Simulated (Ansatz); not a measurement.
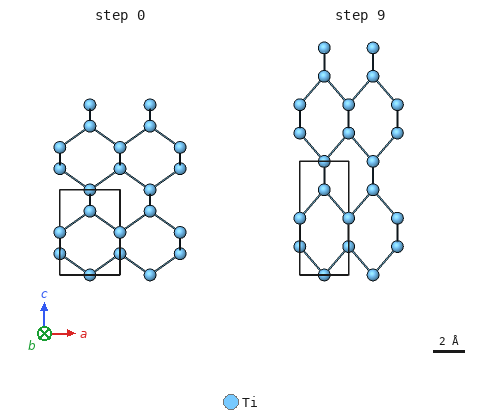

The structure of solid Ti (set up in Fd-3m) before (left) and after (right) a relaxation, at one scale.

The picture is a ball-and-stick view of the cell of the calculation, repeated 2 × 1 × 2 with one cell outlined, seen along the b axis.

Case: 4 of 4 Ge sites taken by Ti, cell and atoms relaxed.

The calculation used DFT r2SCAN, scalar-relativistic, plane waves, PAW (Ansatz). (plane-wave cutoff 500 eV; k-point mesh 10 × 10 × 8; occupations gaussian; smearing width 0.1 eV; no spin polarisation; cell and atoms relaxed; force threshold 0.015 eV/Å; at most 60 steps)

Q: What changed between the two?

A: The run was cut off at its time limit before the relaxation converged, so the last structure is only a point on the way. No atom moves by more than 0.005 Å relative to the cell. The drawn cell changes as follows: a = b 3.922 → 3.181 Å (−18.9 %), c 5.546 → 7.404 Å (+33.5 %); the volume changes by −12.2 %. Among the contacts that change: Ti–Ti 3.922 → 3.181 Å, Ti–Ti 2.402 → 2.441 Å. Among the angles between lasting bonds that change: Ti–Ti–Ti 109.5° → 81.3°, Ti–Ti–Ti 109.5° → 125.1°. The space group (tolerance 0.01 Å) goes from Fd-3m (No. 227) to I4_1/amd (No. 141). Over 9 geometry steps the energy falls by 1198 meV per atom. All forces vanish by symmetry, so only the cell relaxes. The pressure goes from 0.19 to 1.64 GPa.
